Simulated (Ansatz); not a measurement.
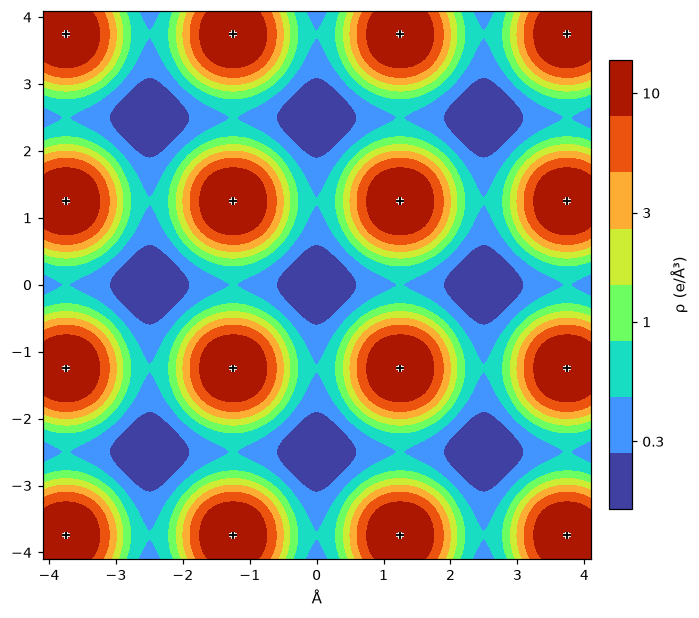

The valence charge density (pseudo) on a plane through atoms (crosses mark nuclei in the plane).

Theory: DFT, PBEsol, plane waves (420 eV) with PAW, scalar-relativistic (Ansatz).

Candidates:
A. Sn, a = 3.31 Å, b = 3.31 Å, c = 5.51 Å, α = 90.00°, β = 90.00°, γ = 120.00°. Space group P6₃/mmc; set up as Sn, hcp; a generated structure, not necessarily the stable one.
B. Pd, a = 2.50 Å, b = 2.50 Å, c = 2.50 Å, α = 90.00°, β = 90.00°, γ = 90.00°. Space group Pm-3m; set up as Pd, simple cubic; a generated structure, not necessarily the stable one; changed on purpose from its base cell (volume × 0.92); computed pressure about 15 GPa in this cell; the program warned that a starting moment wasn't kept; spin-polarised, but the moments vanished.

Which system is this?

Candidate B: Pd on the (010) plane of the conventional cell, which holds Pd. Pd–Pd (2.50 Å): the density is about 0.47 e/Å³ at the midpoint.
